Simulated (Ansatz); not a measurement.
# Dielectric response of BN (10-10) films

Wanted: ε of wurtzite BN (10-10) by finite fields on slabs, and the band edges against the vacuum where run.

Program: Ansatz 0.2.0. Level of theory: plane-wave DFT, PBEsol, Ansatz PAW. Results are calculated unless marked as measured.

## 1. Starting point

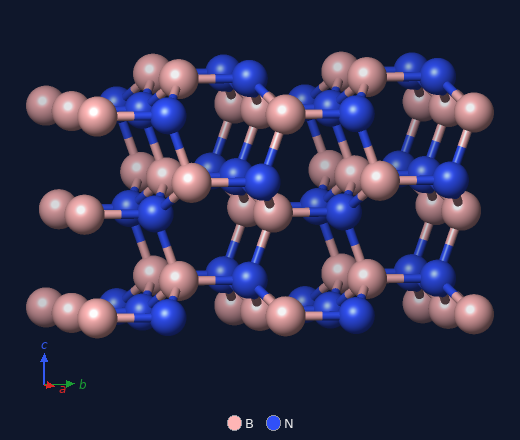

Start, viewed from the side, with the c axis up; boron pink, nitrogen blue. 2×2×1 cells are drawn. Some periodic images of atoms are drawn too.

The cell holds 12 atoms: 6 B and 6 N. Its edges and angles: a = 2.550 Å, b = 4.220 Å, c = 23.153 Å, α = 90.0°, β = 90.0°, γ = 90.0°. It derives from BN (wurtzite BN). Vacuum lies along c.

Coordinates:

```xyz
12
Lattice="2.5500 0.0000 0.0000 0.0000 4.2200 0.0000 0.0000 0.0000 23.1529" Properties=species:S:1:pos:R:3
B     0.0000    0.0000    9.0000
N     0.0000    1.5825    9.0000
B     1.2750    2.1100    9.7361
N     1.2750    3.6925    9.7361
B     1.2750    0.0000   11.2084
N     1.2750    1.5825   11.2084
B     0.0000    2.1100   11.9445
N     0.0000    3.6925   11.9445
B     0.0000    0.0000   13.4167
N     0.0000    1.5825   13.4167
B     1.2750    2.1100   14.1529
N     1.2750    3.6925   14.1529
```

## 2. Relaxing the film, 12 atoms, units 3

The structure is relaxed first, because levels and dipoles at a surface follow the positions of the outer atoms.

Contents of input.yaml:

```yaml
crystal:
  lattice:
    - [2.55, 0.0, 0.0]
    - [0.0, 4.22, 0.0]
    - [0.0, 0.0, 23.1528511525]
  atoms:
    - { symbol: B, position: [0.0, 0.0, 0.3887210236] }
    - { symbol: "N", position: [0.0, 0.375, 0.3887210236] }
    - { symbol: B, position: [0.5, 0.5, 0.4205150169] }
    - { symbol: "N", position: [0.5, 0.875, 0.4205150169] }
    - { symbol: B, position: [0.5, 0.0, 0.4841030034] }
    - { symbol: "N", position: [0.5, 0.375, 0.4841030034] }
    - { symbol: B, position: [0.0, 0.5, 0.5158969966] }
    - { symbol: "N", position: [0.0, 0.875, 0.5158969966] }
    - { symbol: B, position: [0.0, 0.0, 0.5794849831] }
    - { symbol: "N", position: [0.0, 0.375, 0.5794849831] }
    - { symbol: B, position: [0.5, 0.5, 0.6112789764] }
    - { symbol: "N", position: [0.5, 0.875, 0.6112789764] }
kpoints:
  mp_grid: { grid: [10, 6, 1] }
hamiltonian:
  xc: pbesol
scf:
  occupations: { method: fixed }
  convergence: { dr2_threshold: 1.0e-09 }
efield:
  axis: 3
  dipole_correction: true
  ramp_position: 0.97
  ramp_width: 0.06
relax:
  f_tol: 0.003
  max_steps: 100
output:
  write_potential: true
  write_density: true
  volumetric_format: npy
```

Started as:

```sh
ansatz run input.yaml --threads 4 --pin off --max-ram 6144MiB --backend cpu --events-out ev --progress --plain --runs-dir out
```

Numbers of over 12 decimals in the logs are rounded to 6 here.

The program printed:

```text
Engine: ansatz 0.2.0, x86_64-unknown-linux-gnu
Pseudopotentials: kind: paw
Pseudopotential: B, paw, valence charge 3, recommended cutoff 420 eV (normal), B.paw.azcp
Pseudopotential: N, paw, valence charge 5, recommended cutoff 420 eV (normal), N.paw.azcp
Functional definition: PBEsol
  exchange = pbesol_x
  correlation = pbesol_c
Crystal: 12 atoms, lattice volume = 249.148 Å³
Basis set: ecut = 420 eV, 4867 PW (Γ), exchange–correlation on 36×60×320 points (8 copies of the dense FFT grid, shifted against one another)
Bands: 36, of which v1, the nominal top of the filled ones, is band 24 counted from 1 (23 counted from 0)
Symmetry: 2 space group operations
k-points: 24 of 60 (time reversal used)
Non-local potential: B, projectors of the file, l = 0: 2, l = 1: 2, l = 2: 1
Non-local potential: N, projectors of the file, l = 0: 2, l = 1: 2, l = 2: 1
PAW form: soft (Blöchl's): semilocal exchange-correlation on the pseudo side does not see the compensation charge
PAW frozen core: B, regenerated for the run's functional, and the local potential with it (the file was generated under x = pbe(κ = 0.804, μ = 0.219515), c = pbe(β = 0.066725))
PAW frozen core: N, regenerated for the run's functional, and the local potential with it (the file was generated under x = pbe(κ = 0.804, μ = 0.219515), c = pbe(β = 0.066725))
PAW one-centre angular grid: B, 110 points (default); XC on 64 Gauss nodes
PAW one-centre angular grid: N, 110 points (default); XC on 64 Gauss nodes
Initial density: superposition of atomic densities (neutral atoms: chi_scale 0, normalization atom), corrected by the library's trained network
Initial wavefunctions: pseudopotential atomic-orbital guess
Functional: x = pbesol(κ = 0.804, μ = 0.123457), c = pbesol(β = 0.046)
SCF iter   1: F=—  HF=-3197.181110 eV  |F-HF|=—  |Δ(HF+E_count)|=         —  Δρ=7.03e-3  dr2=1.28e-1  ethr=1.77e-3  p=0.000 e·Å  D=3.53e-14 V/Å  ΔV_dip=-0.00 eV  dr2_dipole=4.29e-8  V_vac-E_F(+/−)=5.49/5.49 eV  ⟨swp⟩=5.0  Hψ=3954  notcnv=0  defer=240
efield: sawtooth ramp at fractional position 0.9700 (set: `efield.ramp_position`, or a place that a band, a saddle search or an elastic batch's reference lends), width 0.0600; the density the first Hamiltonian is built on has a dipole p = 0.000 e·Å; the dipole correction subtracts the counter field D = 3.53e-14 V/Å, which shifts the + side's vacuum level by -0.00 eV against the − side's; the planar-averaged density in the ramp window peaks in size at 9.5e-6 e/Å³
preconditioner: auto → Resta (q_TF=auto, 2.073 Å⁻¹)  ε∞=2.2  [insulator: Δε(μ)=1.646 eV  Ē_g=14.934 eV  n_scr=36 (ndim 8)  ℏωp=16.3 eV  f_vac=0.633  ε∞_Penn≈2.2  vacuum switching on, ρ_ref=1.6e-2 e/Å³]
SCF iter   2: F=—  HF=-3197.151938 eV  |F-HF|=—  |Δ(HF+E_count)|=   2.92e-2  Δρ=2.59e-3  dr2=1.91e-2  ethr=2.67e-4  p=0.000 e·Å  D=5.89e-5 V/Å  ΔV_dip=-0.00 eV  dr2_dipole=8.77e-8  V_vac-E_F(+/−)=5.84/5.85 eV  ⟨swp⟩=2.3  Hψ=1548  notcnv=0  defer=240
density mixer auto → msr1: gapped (density of states about μ 0.06 of a free-electron gas's, 36 screened modes)
SCF iter   3: F=—  HF=-3197.149256 eV  |F-HF|=—  |Δ(HF+E_count)|=   2.68e-3  Δρ=1.17e-3  dr2=2.35e-3  ethr=3.98e-5  p=-0.000 e·Å  D=-7.66e-6 V/Å  ΔV_dip=0.00 eV  dr2_dipole=2.22e-9  V_vac-E_F(+/−)=5.78/5.78 eV  ⟨swp⟩=2.0  Hψ=1246  notcnv=0  defer=240
SCF iter   4: F=—  HF=-3197.149408 eV  |F-HF|=—  |Δ(HF+E_count)|=   1.52e-4  Δρ=5.08e-4  dr2=6.08e-4  ethr=4.90e-6  p=0.000 e·Å  D=7.46e-6 V/Å  ΔV_dip=-0.00 eV  dr2_dipole=1.11e-9  V_vac-E_F(+/−)=5.81/5.81 eV  ⟨swp⟩=2.3  Hψ=1328  notcnv=0  defer=240
SCF iter   5: F=—  HF=-3197.149395 eV  |F-HF|=—  |Δ(HF+E_count)|=   1.24e-5  Δρ=1.17e-4  dr2=3.05e-5  ethr=1.27e-6  p=0.000 e·Å  D=1.68e-6 V/Å  ΔV_dip=-0.00 eV  dr2_dipole=1.82e-11  V_vac-E_F(+/−)=5.82/5.82 eV  ⟨swp⟩=2.4  Hψ=1380  notcnv=0  defer=240
SCF iter   6: F=—  HF=-3197.149403 eV  |F-HF|=—  |Δ(HF+E_count)|=   8.09e-6  Δρ=3.35e-5  dr2=1.88e-6  ethr=6.36e-8  p=0.000 e·Å  D=2.27e-10 V/Å  ΔV_dip=-0.00 eV  dr2_dipole=8.67e-13  V_vac-E_F(+/−)=5.82/5.82 eV  ⟨swp⟩=2.5  Hψ=1473  notcnv=0  defer=240
SCF iter   7: F=—  HF=-3197.149384 eV  |F-HF|=—  |Δ(HF+E_count)|=   1.96e-5  Δρ=1.20e-5  dr2=3.32e-7  ethr=3.92e-9  p=0.000 e·Å  D=8.32e-7 V/Å  ΔV_dip=-0.00 eV  dr2_dipole=1.58e-11  V_vac-E_F(+/−)=5.82/5.82 eV  ⟨swp⟩=2.1  Hψ=1391  notcnv=0  defer=240
SCF iter   8: F=—  HF=-3197.149384 eV  |F-HF|=—  |Δ(HF+E_count)|=   3.91e-8  Δρ=2.50e-6  dr2=1.43e-8  ethr=6.91e-10  p=-0.000 e·Å  D=-2.28e-7 V/Å  ΔV_dip=0.00 eV  dr2_dipole=1.11e-12  V_vac-E_F(+/−)=5.82/5.82 eV  ⟨swp⟩=2.0  Hψ=1260  notcnv=0  defer=240
SCF iter   9: F=-3197.149384 eV  HF=-3197.149384 eV  |F-HF|=4.65e-10  |Δ(HF+E_count)|=   1.41e-8  Δρ=6.43e-7  dr2=8.61e-10  ethr=2.08e-12  p=0.000 e·Å  D=2.06e-7 V/Å  ΔV_dip=-0.00 eV  dr2_dipole=1.22e-12  V_vac-E_F(+/−)=5.82/5.82 eV  ⟨swp⟩=7.4  Hψ=6162  notcnv=0
SCF 1 converged in 9 iterations: F = -3197.149384 eV  dr2 = 8.61e-10
  greatest PAW one-centre occupation: 0.786 electrons in one spin orbital (limit 2), on the N atom at site 3 (counted from 0), in its partial waves of l = 0
relax step   1: F+E_penalty+E_count = -3197.14938373 eV  Δ(F+E_penalty+E_count) = +0.000e0 eV  max|allowed force component| = 4.373e0 eV/Å  Δτ_max = 0.0000 Å  (9 SCF iters, accepted)
Initial density: handed on by an earlier stage of this run
Initial wavefunctions: those handed on with the density
iter 1 solved again at ethr=4.94e-4 eV; its pass at ethr=3.10e-3 eV (dr2=2.37e-1 eV) is discarded
SCF iter   1: F=—  HF=-3199.146335 eV  |F-HF|=—  |Δ(HF+E_count)|=         —  Δρ=1.22e-2  dr2=2.38e-1  ethr=4.94e-4  p=0.000 e·Å  D=2.06e-7 V/Å  ΔV_dip=-0.00 eV  dr2_dipole=8.03e-12  V_vac-E_F(+/−)=6.35/6.35 eV  ⟨swp⟩=1.0  Hψ=4052  notcnv=0  defer=240
efield: sawtooth ramp at fractional position 0.9700 (set: `efield.ramp_position`, or a place that a band, a saddle search or an elastic batch's reference lends), width 0.0600; the density the first Hamiltonian is built on has a dipole p = 0.000 e·Å; the dipole correction subtracts the counter field D = 2.06e-7 V/Å, which shifts the + side's vacuum level by -0.00 eV against the − side's; the planar-averaged density in the ramp window peaks in size at 9.4e-8 e/Å³
preconditioner: auto → Resta (q_TF=auto, 2.073 Å⁻¹)  ε∞=2.1  [insulator: Δε(μ)=3.343 eV  Ē_g=15.584 eV  n_scr=36 (ndim 8)  ℏωp=16.3 eV  f_vac=0.649  ε∞_Penn≈2.1  vacuum switching on, ρ_ref=1.8e-2 e/Å³]
[...]
relax step   6: F+E_penalty+E_count = -3199.86992483 eV  Δ(F+E_penalty+E_count) = -2.409e-3 eV  max|allowed force component| = 3.543e-2 eV/Å  Δτ_max = 0.0097 Å  (8 SCF iters, accepted)
SCF iter   1: F=—  HF=-3199.870133 eV  |F-HF|=—  |Δ(HF+E_count)|=         —  Δρ=2.13e-4  dr2=2.22e-4  ethr=2.01e-6  p=0.000 e·Å  D=2.62e-8 V/Å  ΔV_dip=-0.00 eV  dr2_dipole=2.37e-13  V_vac-E_F(+/−)=6.19/6.19 eV  ⟨swp⟩=2.1  Hψ=1880  notcnv=0  defer=240
efield: sawtooth ramp at fractional position 0.9700 (set: `efield.ramp_position`, or a place that a band, a saddle search or an elastic batch's reference lends), width 0.0600; the density the first Hamiltonian is built on has a dipole p = 0.000 e·Å; the dipole correction subtracts the counter field D = 2.62e-8 V/Å, which shifts the + side's vacuum level by -0.00 eV against the − side's; the planar-averaged density in the ramp window peaks in size at 6.0e-7 e/Å³
preconditioner: auto → Resta (q_TF=auto, 2.073 Å⁻¹)  ε∞=2.1  [insulator: Δε(μ)=3.590 eV  Ē_g=15.697 eV  n_scr=36 (ndim 8)  ℏωp=16.3 eV  f_vac=0.651  ε∞_Penn≈2.1  vacuum switching on, ρ_ref=1.8e-2 e/Å³]
SCF iter   2: F=—  HF=-3199.870071 eV  |F-HF|=—  |Δ(HF+E_count)|=   6.24e-5  Δρ=7.29e-5  dr2=8.57e-6  ethr=4.63e-7  p=-0.000 e·Å  D=-8.15e-8 V/Å  ΔV_dip=0.00 eV  dr2_dipole=4.48e-13  V_vac-E_F(+/−)=6.18/6.18 eV  ⟨swp⟩=2.3  Hψ=1474  notcnv=0  defer=237  κ⁻¹=1.0e0(r=1)
density mixer auto → broyden: gapped, where msr1 would fit the directions that read negative (density of states about μ 0.00 of a free-electron gas's, 36 screened modes)
SCF iter   3: F=—  HF=-3199.870073 eV  |F-HF|=—  |Δ(HF+E_count)|=   1.82e-6  Δρ=3.59e-5  dr2=1.53e-6  ethr=1.79e-8  p=0.000 e·Å  D=8.94e-8 V/Å  ΔV_dip=-0.00 eV  dr2_dipole=1.61e-13  V_vac-E_F(+/−)=6.19/6.19 eV  ⟨swp⟩=2.7  Hψ=1503  notcnv=0  defer=210  κ⁻¹=2.2e-2(r=2)
SCF iter   4: F=—  HF=-3199.870048 eV  |F-HF|=—  |Δ(HF+E_count)|=   2.42e-5  Δρ=1.35e-5  dr2=2.39e-7  ethr=3.20e-9  p=-0.000 e·Å  D=-5.23e-8 V/Å  ΔV_dip=0.00 eV  dr2_dipole=3.73e-14  V_vac-E_F(+/−)=6.19/6.19 eV  ⟨swp⟩=2.7  Hψ=1235  notcnv=0  defer=196  κ⁻¹=3.1e-3(r=3)
SCF iter   5: F=—  HF=-3199.870048 eV  |F-HF|=—  |Δ(HF+E_count)|=  3.68e-11  Δρ=2.81e-6  dr2=1.07e-8  ethr=4.97e-10  p=-0.000 e·Å  D=-9.23e-9 V/Å  ΔV_dip=0.00 eV  dr2_dipole=1.87e-14  V_vac-E_F(+/−)=6.19/6.19 eV  ⟨swp⟩=3.0  Hψ=1342  notcnv=0  defer=196  κ⁻¹=1.4e-4(r=4)
SCF iter   6: F=—  HF=-3199.870048 eV  |F-HF|=—  |Δ(HF+E_count)|=   2.48e-9  Δρ=8.52e-7  dr2=1.08e-9  ethr=2.08e-12  p=-0.000 e·Å  D=-5.87e-8 V/Å  ΔV_dip=0.00 eV  dr2_dipole=1.23e-13  V_vac-E_F(+/−)=6.19/6.19 eV  ⟨swp⟩=9.9  Hψ=5586  notcnv=0  κ⁻¹=1.2e-5(r=5)
SCF iter   7: F=-3199.870048 eV  HF=-3199.870048 eV  |F-HF|=1.38e-10  |Δ(HF+E_count)|=  4.10e-10  Δρ=2.42e-7  dr2=9.33e-11  ethr=2.08e-12  p=0.000 e·Å  D=6.35e-8 V/Å  ΔV_dip=-0.00 eV  dr2_dipole=5.91e-14  V_vac-E_F(+/−)=6.19/6.19 eV  ⟨swp⟩=8.5  Hψ=4935  notcnv=0
SCF 7 converged in 7 iterations: F = -3199.870048 eV  dr2 = 9.33e-11
  greatest PAW one-centre occupation: 0.794 electrons in one spin orbital (limit 2), on the N atom at site 11 (counted from 0), in its partial waves of l = 0
relax step   7: F+E_penalty+E_count = -3199.87004833 eV  Δ(F+E_penalty+E_count) = -1.235e-4 eV  max|allowed force component| = 2.972e-3 eV/Å  Δτ_max = 0.0018 Å  (7 SCF iters, accepted)
NSCF: frozen V_eff on 24 k-points
the band table was solved once a step of the walk had ended and its energy, with any forces and stress, was formed, with the checks that follow a solve (7388 applications of the Hamiltonian). They found nothing against the state; the energy, forces and stress were not computed again (output.eigenvalues in the input reference)
WARN: The output density's exchange-correlation potential varies sharply where the density is thin. Do not read a vacuum level from v_tot or v_xc, or from such a field of the output density. On a cell that repeats whose density bears no net charge and no dipole along the vacuum's axis use v_es (v_loc + v_h of the components); under efield.dipole_correction with no amplitude use v_es + v_field, which holds any externa [...]
SCF converged after 7 iterations
Stability not checked: this state was not tested for a lower state beside it, because the mixer in use, unlike msr1, does not test its closes by its own steps (another_mixer; see scf.mixing.algorithm and scf.lower_state_search)
Free energy (F): -3199.870048 eV
Harris-Foulkes:  -3199.870048 eV  (|F-HF|=1.38e-10)
Internal energy: -3199.870048 eV  (E = F + TS)
E sigma→0 (E₀):  -3199.870048 eV
Fermi energy:    -1.244946 eV
Dipole field:    D = -0.000000 V/Å  (p = -0.000000 e·Å, saw-weighted, corrected)
Work function:   Φ+ = 6.1865 eV   Φ− = 6.1865 eV
Levels:          The Fermi level and band energies are counted from a zero that moves with the ramp; work functions are not
--- Per-component energies (eV) ---
  E_band       = -432.840363
  E_kinetic    = 1101.251462
  E_local      = -40123.545599  (includes V_loc(G=0)·N_el)
  E_nonlocal   = 343.414797
  E_hartree    = 19535.031182
  E_xc         = -551.922462
  E_vxc        = -688.480769  (∫ρ·V_xc dr)
  E_paw        = -1191.461223  (= ΣΔE_a)
  E_vpaw       = -135.543770  (= ΣTr[D̂ρ^β])
  E_aug_tail   = 0.000584  (compensation charges beyond the density's cutoff)
  E_efield     = 0.000000  (sawtooth field / dipole correction)
  E_vefield    = 0.000000  (∫n·V_field dr)
  E_ewald      = 17687.104352
  E_core_change = 0.256859  (= ΣΔE_core)
  E_smearing   = -0.000000  (= −TS)
  E_closure    = 0.000000  (closes the sum)
  Σ components = -3199.870048   (vs F -3199.870048, Δ=0.00e0)
--- Forces (eV/Å), atoms counted from 1 ---
  atom   1  B     -0.00000000     0.00100404     0.00284738
  atom   2  N     -0.00000000     0.00039631    -0.00166724
  atom   3  B     -0.00000000     0.00160807     0.00068692
  atom   4  N      0.00000000    -0.00016954    -0.00149257
  atom   5  B     -0.00000000    -0.00105554    -0.00297146
  atom   6  N     -0.00000000    -0.00178407    -0.00237900
  atom   7  B     -0.00000000    -0.00105525     0.00297031
  atom   8  N     -0.00000000    -0.00178417     0.00238119
  atom   9  B     -0.00000000     0.00160786    -0.00068785
  atom  10  N      0.00000000    -0.00016923     0.00149338
  atom  11  B     -0.00000000     0.00100385    -0.00284747
  atom  12  N     -0.00000000     0.00039602     0.00166716
  max |Σ_I F_I| component: 1.66e-6 eV/Å
--- Band table (eV; the first three rows and the last of 24) ---
  k-point 0: bands = [... 20 lower, -2.4619, -2.4565, -1.9255, -1.2449, 3.6514, 4.1492, 4.7742, 4.8232, ... 8 higher]
  k-point 1: bands = [... 20 lower, -2.8725, -2.5107, -2.1562, -1.3957, 3.5908, 4.1185, 4.8467, 4.9063, ... 8 higher]
  k-point 2: bands = [... 20 lower, -3.3849, -2.7152, -2.3078, -1.6343, 3.4800, 3.8691, 5.0927, 5.2913, ... 8 higher]
  k-point 23: bands = [... 20 lower, -4.5098, -4.5098, -2.3579, -2.3579, 2.3415, 2.3415, 6.0378, 6.0378, ... 8 higher]
--- Relaxed structure (7 steps of the walk, 7 accepted, 0 SCFs on fresh bases) ---
  F+E_penalty+E_count = -3199.87004833 eV   max|allowed force component| = 2.972e-3 eV/Å
  atoms:
    - { symbol: B, position: [1.0272037432745802e-17, 0.028650, 0.398911] }
    - { symbol: N, position: [3.301702869653222e-18, 0.356887, 0.391996] }
    - { symbol: B, position: [0.500000, 0.495253, 0.415510] }
    - { symbol: N, position: [0.500000, 0.867057, 0.415936] }
    - { symbol: B, position: [0.500000, 0.00381594, 0.485940] }
    - { symbol: N, position: [0.500000, 0.373337, 0.485624] }
    - { symbol: B, position: [-1.8520027291114448e-18, 0.503816, 0.514060] }
    - { symbol: N, position: [-1.5327424415425679e-18, 0.873337, 0.514376] }
    - { symbol: B, position: [5.045117727258525e-18, -0.0047465, 0.584490] }
    - { symbol: N, position: [4.615324696565704e-18, 0.367057, 0.584064] }
    - { symbol: B, position: [0.500000, 0.528650, 0.601089] }
    - { symbol: N, position: [0.500000, 0.856887, 0.608004] }
```

Elapsed: 18 s, on 4 threads of Intel Xeon 6975P-C (Granite Rapids), shared host; peak memory 0.66 GiB; 67 s of CPU time.

Relaxation path:

```csv
step,energy less that of the first step (eV),largest force component (eV/Å)
1,0.0000,4.3730
2,-1.9710,2.6551
3,-2.5548,1.1613
4,-2.7038,0.2941
5,-2.7181,0.1561
6,-2.7205,0.0354
7,-2.7207,0.0030
```

Forces are held to the 2 operations that the run works with; a distortion that breaks them can't arise in this run.

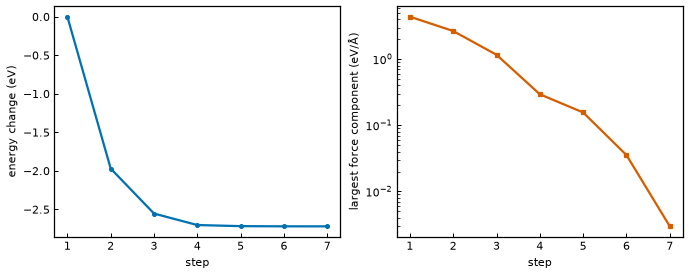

Energy and largest force along the relaxation.

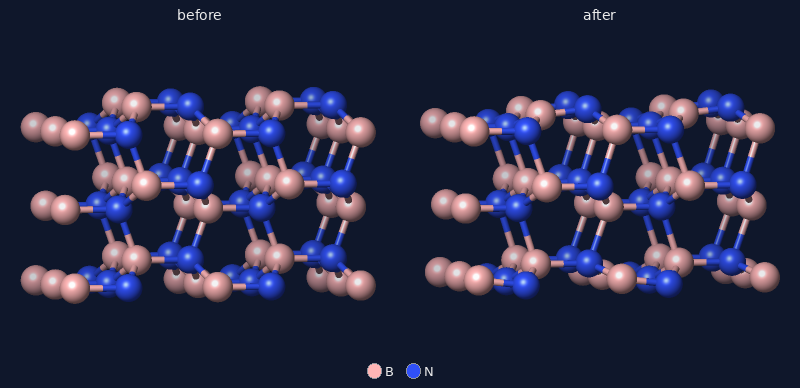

Before and after, at one scale.

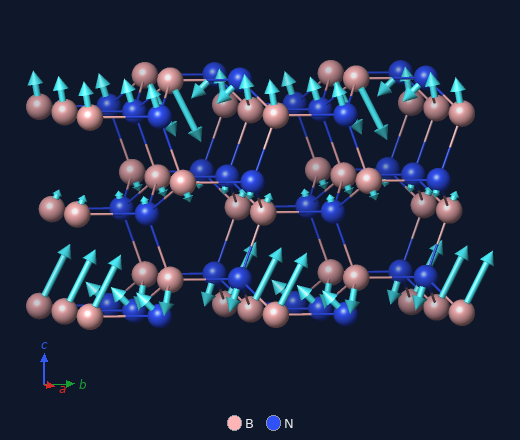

Displacements in the relaxation, exaggerated; the longest in the cell stands for 0.27 Å. 2×2×1 cells are drawn. Some periodic images of atoms are drawn too.

The atoms that moved most (Å):

| atom | dx | dy | dz | length |
| --- | --- | --- | --- | --- |
| B11 | 0.000 | 0.121 | -0.236 | 0.265 |
| B1 | 0.000 | 0.121 | 0.236 | 0.265 |
| B9 | 0.000 | -0.020 | 0.116 | 0.118 |
| B3 | 0.000 | -0.020 | -0.116 | 0.118 |
| N4 | 0.000 | -0.034 | -0.106 | 0.111 |
| N10 | 0.000 | -0.034 | 0.106 | 0.111 |
| N2 | 0.000 | -0.076 | 0.076 | 0.108 |
| N12 | 0.000 | -0.076 | -0.076 | 0.108 |

Final coordinates:

```xyz
12
Lattice="2.5500 0.0000 0.0000 0.0000 4.2200 0.0000 0.0000 0.0000 23.1529" Properties=species:S:1:pos:R:3
B     0.0000    0.1209    9.2359
N     0.0000    1.5061    9.0758
B     1.2750    2.0900    9.6202
N     1.2750    3.6590    9.6301
B     1.2750    0.0161   11.2509
N     1.2750    1.5755   11.2436
B     0.0000    2.1261   11.9019
N     0.0000    3.6855   11.9093
B     0.0000   -0.0200   13.5326
N     0.0000    1.5490   13.5227
B     1.2750    2.2309   13.9169
N     1.2750    3.6161   14.0770
```

Numbers from this step:

```yaml
gap_on_the_k_mesh: 3.586 eV
dipole_along_the_normal: -3.16e-7 e·Å
ionisation_energy_upper_face: 6.186 eV
electron_affinity_upper_face: 2.600 eV
```

Running mean over 2.208 Å of the planar mean; the ramp of the sawtooth is left out. The electron's electrostatic potential energy less the highest filled level by z:

| z (Å) | electron's electrostatic potential energy less the highest filled level (eV) |
| --- | --- |
| 4 | 6.19 |
| 6 | 6.18 |
| 8 | 1.92 |
| 10 | -9.61 |
| 12 | -9.00 |
| 14 | -8.10 |
| 16 | 5.87 |
| 18 | 6.19 |
| 20 | 6.19 |

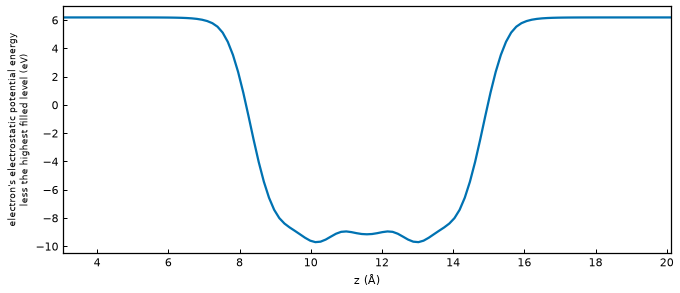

Electron's electrostatic potential energy less the highest filled level, plotted against z.

The relaxation took 7 steps and lowered the energy by 2.7 eV; the largest force on the free atoms ends at 0.0030 eV/Å.

The gap is 3.59 eV, with the valence edge 6.19 eV and the conduction edge 2.60 eV under the upper vacuum level.

(Continued in part 2 of 5.)

[Logs are printed without paths, hosts, clocks, repeated set-up lines and the standing remarks that a program may print on its own settings, such as how far it seeks lower states.]

[Hosts, paths, dates, database ids (printed as entryN), source tags and the programs' standing remarks are cut or masked in the printed files.]

[Maps of the electrostatic potential energy from Ansatz leave out the sawtooth potential of an applied field or a dipole correction, so their vacuum need not be flat; planar profiles and work functions include it.]
